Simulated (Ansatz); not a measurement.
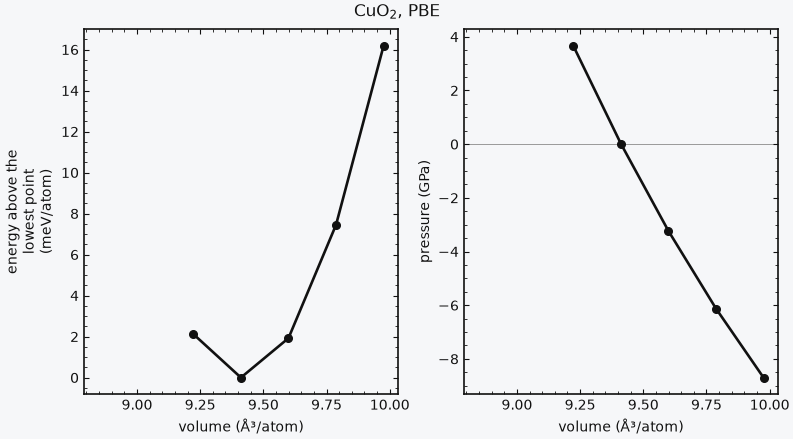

Plotted: energy above the lowest point and pressure against volume for CuO₂, space group Fm-3m (No. 225) (one of a set of cubic test structures, which need not be the stable phase).

Calculation (Ansatz 0.2.0 development build): equation of state of a cubic crystal from periodic Kohn-Sham density functional theory without spin, third-order Birch-Murnaghan fit to the free energies; pressure corrected for the finite basis. Level: PBE.

structure type fluorite; atoms in cell 3; space group number 225; lattice centring face-centred primitive; k mesh 20×20×20; occupation method Fermi–Dirac; occupation width 0.06123 eV; wave cutoff 930 eV; datasets hand-made PAW; density tolerance 1e−09 eV; bands 20; density cutoff ratio 5; search for lower states default.

The points at volume 8.8464 Å³/atom and 9.0346 Å³/atom are left out of the plot. What values does the calculation give there?

```json
{"volume (Å³/atom)": "8.8464", "energy above the lowest point (meV/atom)": "20.6", "pressure (GPa)": "12.4"}
{"volume (Å³/atom)": "9.0346", "energy above the lowest point (meV/atom)": "8.8", "pressure (GPa)": "7.8"}
```

Note: cubic model structure, not the ambient form; no spin polarisation, a magnetic state may lie lower.
